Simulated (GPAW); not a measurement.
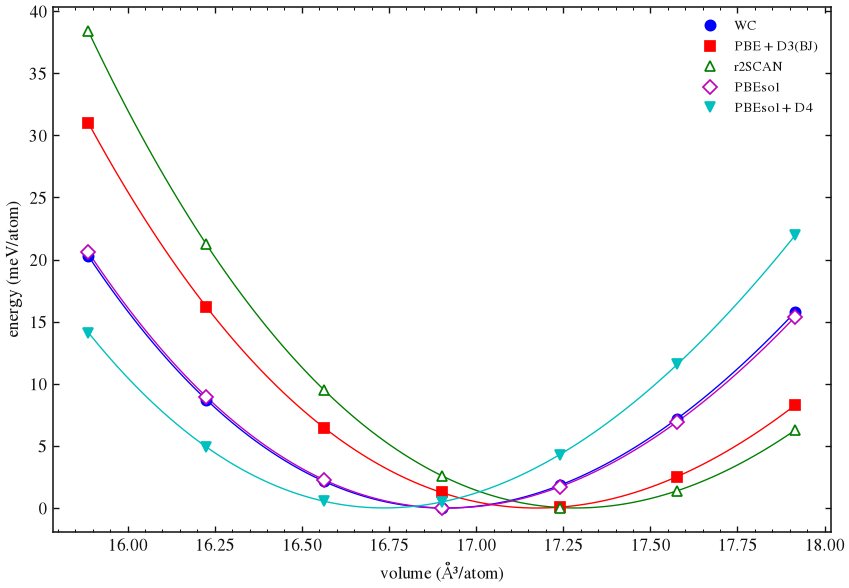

The picture above shows the energy against volume, with one curve for each functional, for SrO (space group Fm-3m).

Calculation (GPAW 26.7.0): PAW DFT in plane waves, on a grid or in atomic orbitals, no spin polarisation; energies at scaled volumes of the given cell, shape and fractions fixed, counted from the fit's minimum, third-order Birch-Murnaghan fit. All runs: no spin polarisation.

```tsv
setting	value
occupations	Fermi–Dirac
smearing width	0.05 eV
wave cutoff	800 eV
```

Settings that differ: WC: k mesh 7×7×7, potentials PAW-data-sets-made-by gpaw-setup-for-the-functional; PBE + D3(BJ): k mesh 7×7×7, potentials GPAW-PAW-data-sets-(gpaw-data-1.2.1); r2SCAN: k mesh 9×9×9, potentials GPAW-PAW-data-sets-(gpaw-data-1.2.1); PBEsol: k mesh 9×9×9, potentials PAW-data-sets-made-by gpaw-setup-for-the-functional; PBEsol + D4: k mesh 7×7×7, potentials PAW-data-sets-made-by gpaw-setup-for-the-functional.
